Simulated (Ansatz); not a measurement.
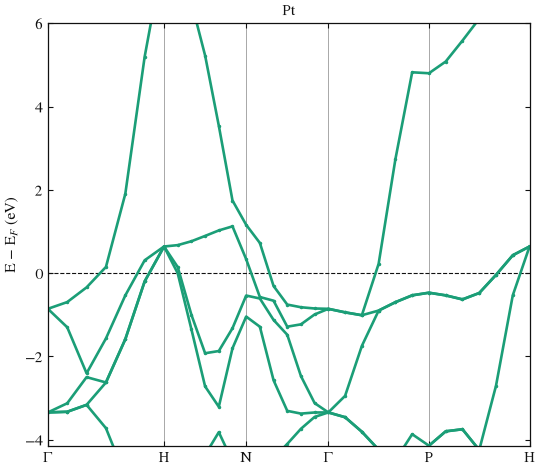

Band structure. Energies are counted from the Fermi level. The path has few k points, so lines between them are rough.

Q: Which Bravais lattice do the labels of the path belong to?

A: A body-centred cubic lattice: the path Γ–H–N–Γ–P–H runs through the special points of its Brillouin zone.

This input was run:

```yaml
crystal:
  lattice:
    - [-1.58422, 1.58422, 1.58422]
    - [1.58422, -1.58422, 1.58422]
    - [1.58422, 1.58422, -1.58422]
  atoms:
    - { symbol: Pt, position: [0.0, 0.0, 0.0] }
kpoints:
  mp_grid: { grid: [9, 9, 9] }
  band_path:
    path:
      - [0.0, 0.0, 0.0]
      - [0.5, -0.5, 0.5]
      - [0.0, 0.0, 0.5]
      - [0.0, 0.0, 0.0]
      - [0.25, 0.25, 0.25]
      - [0.5, -0.5, 0.5]
    npoints: 6
scf:
  occupations: { method: fermi_dirac, width: 0.05 }
hamiltonian:
  xc: pbesol
  pseudopotentials: { kind: all_electron, lapw: { basis_error: 0.001 } }
output:
  forces: true
  stress: true
  eigenvalues: true
```

System: bcc Pt, space group Im-3m (No. 229), 1 atom in the primitive cell.

Level of theory: PBEsol, all-electron LAPW, no spin polarisation, no spin-orbit coupling, 9×9×9 k mesh, Fermi-Dirac smearing of 0.05 eV; code Ansatz 0.2.0.

Q: Does this material conduct, going by its bands?

A: A metal: bands cross the Fermi level along this path.

Q: Which levels at P lie nearest to the Fermi level?

A: At P the nearest levels lie 0.47 eV below and 4.80 eV above the Fermi level.

Spin-orbit coupling is left out, which matters for Pt. The k mesh is thin for a metal, so its Fermi level is uncertain. The cell is at −12 GPa in this functional. This isn't the form of Pt at room conditions, which is fcc. Bands are joined in order of energy, so crossings between the computed points show as kinks or gaps.
